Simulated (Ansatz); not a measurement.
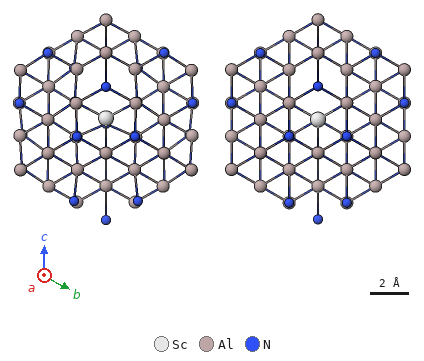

Two geometries of a defect cell of composition ScAl14N16, drawn at one scale. One is the start of a relaxation, the other its converged end. The picture is a ball-and-stick view of the atoms within 5.8 Å of the atom that moves most (axes of the cell of the calculation (origin shifted)), seen along the a axis.

Level of theory: DFT PBE, scalar-relativistic, plane waves, PAW in Ansatz 0.2.0. Set-up: plane-wave cutoff 420 eV; k-point mesh 2 × 2 × 2; occupations gaussian; smearing width 0.02 eV; mesh shifted by (0.5, 0.5, 0.5); collinear spin; atoms relaxed in a fixed cell; force threshold 0.02 eV/Å; at most 60 steps.

> Which one is relaxed?

The left one is the relaxed one. Case: Sc on a Al site beside a Al vacancy, charge +0, atoms relaxed. The largest moves, 0.26 Å, are those of N atoms. Largest moves by element: N 0.26 Å, Al 0.08 Å, Sc 0.08 Å. The cell doesn't change. Among the contacts that change: N–Sc 1.907 → 2.066 Å, N–Sc 1.907 → 2.044 Å, N–Sc 1.907 → 2.024 Å, Al–N 1.907 → 1.843 Å. Bond angles that change, for instance: Al–N–Al 109.5° → 121.7°, Al–N–Al 109.5° → 118.7°, N–Al–N 109.5° → 100.5°. After 4 geometry steps the energy has fallen by 1.636 eV per cell of the calculation. The largest force component goes from 2.9 to 0.0061 eV/Å. The run took 100 s on 4 threads of Arm Neoverse N1, with other jobs on the host, peak memory 1 GiB.

Limits of the set-up: the k-point mesh is coarse for a cell with partly filled bands; the periodic images lie only 7.6 Å apart, so the values are limited by the cell's size.
